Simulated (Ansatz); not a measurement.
System: W.

```
W
1.0
     4.06000    0.00000    0.00000
     0.00000    4.06000    0.00000
     0.00000    0.00000    4.06000
W
4
Direct
  0.00000 0.00000 0.00000
  0.50000 0.50000 0.00000
  0.50000 0.00000 0.50000
  0.00000 0.50000 0.50000
```

Space group Fm-3m; computed pressure about −9 GPa in this cell.

The calculation used Kohn-Sham DFT of a periodic cell, r2SCAN, Ansatz PAW (Ansatz).

Question: What can the converged valence pseudo-density and electron localisation function tell about the bonding?

Answer: W–W (2.87 Å): ρ at the midpoint is about 0.34 e/Å³; the ELF is about 0.35 at the midpoint.

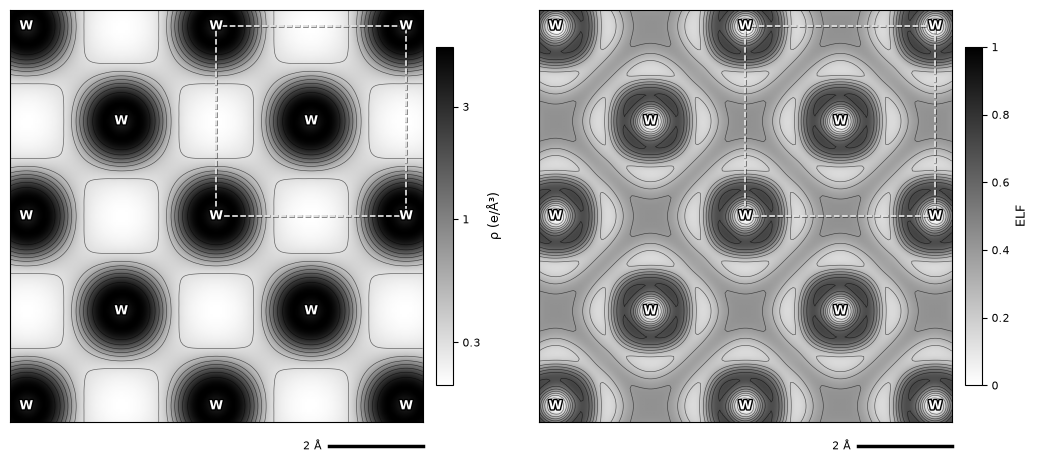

Computed valence pseudo-density and electron localisation function on the (010) plane of the conventional cell, in this order. 

The density is the valence pseudo-density of a PAW calculation; it isn't the true density close to the nuclei.
